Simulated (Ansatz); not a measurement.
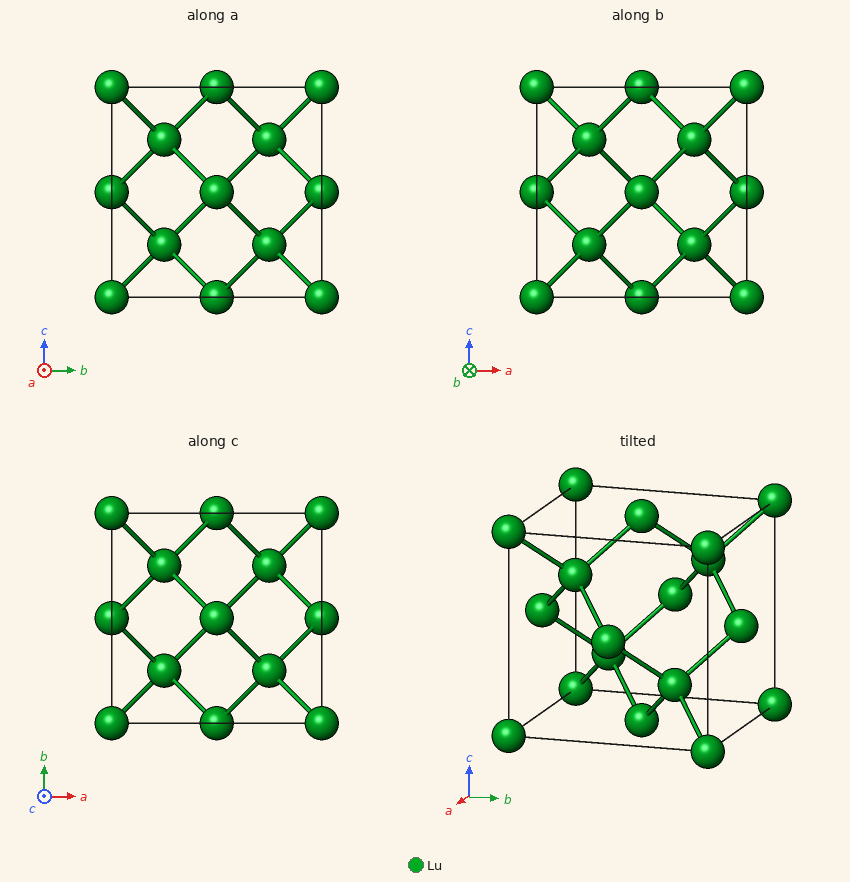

Ball-and-stick representation of a periodic structure, projected along the a axis, along the b axis, along the c axis and slightly off an axis. The outline marks the conventional unit cell.

Lattice parameters: a = 7.365 Å, b = 7.365 Å, c = 7.365 Å, α = 90.00°, β = 90.00°, γ = 90.00°. Put a along x and b in the xy plane.

Express the structure as a POSCAR file.

```
Lu
1.0
     7.365    0.000    0.000
     0.000    7.365    0.000
     0.000    0.000    7.365
Lu
8
Direct
  0.7500 0.7500 0.2500
  0.0000 0.5000 0.5000
  0.7500 0.2500 0.7500
  0.0000 0.0000 0.0000
  0.2500 0.7500 0.7500
  0.5000 0.5000 0.0000
  0.2500 0.2500 0.2500
  0.5000 0.0000 0.5000
```

Its origin is a structure type filled with this element by a generator (whether the element takes this form wasn't checked). Earlier steps of the study may have refined or changed the cell and positions. Ansatz was used for an electronic-structure calculation on it.
